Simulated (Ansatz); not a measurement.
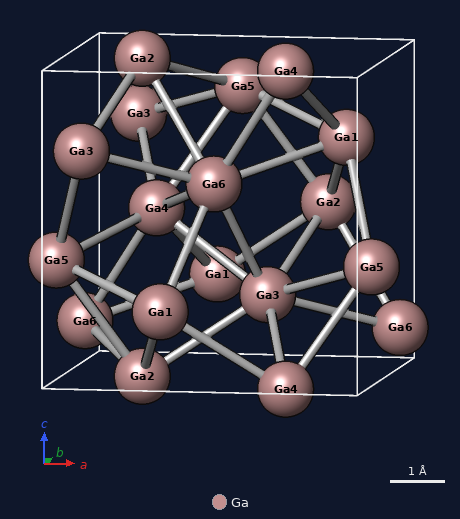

This is a crystal of Ga (set up in I-43d). Style: ball-and-stick. Shown: the conventional cell (2 times the calculation's cell), slightly off an axis. Lengths and directions refer to the drawn axes.

The calculation used DFT r2SCAN, scalar-relativistic, plane waves, PAW (Ansatz). (plane-wave cutoff 500 eV; k-point mesh 8 × 8 × 8; occupations gaussian; smearing width 0.1 eV; no spin polarisation)

Change: All lengths are scaled by +1.0 % (volume +3.0 %), the atoms keeping their fractional coordinates. No relaxation follows.

Q: What does the calculation give for the changed structure?

A: Among the bonded contacts that change: Ga–Ga 2.800 → 2.828 Å. The space group stays I-43d (No. 220). Energy change: +2.8 meV per atom. Pressure: 0.0 GPa before, −1.6 GPa after. All forces vanish by symmetry.
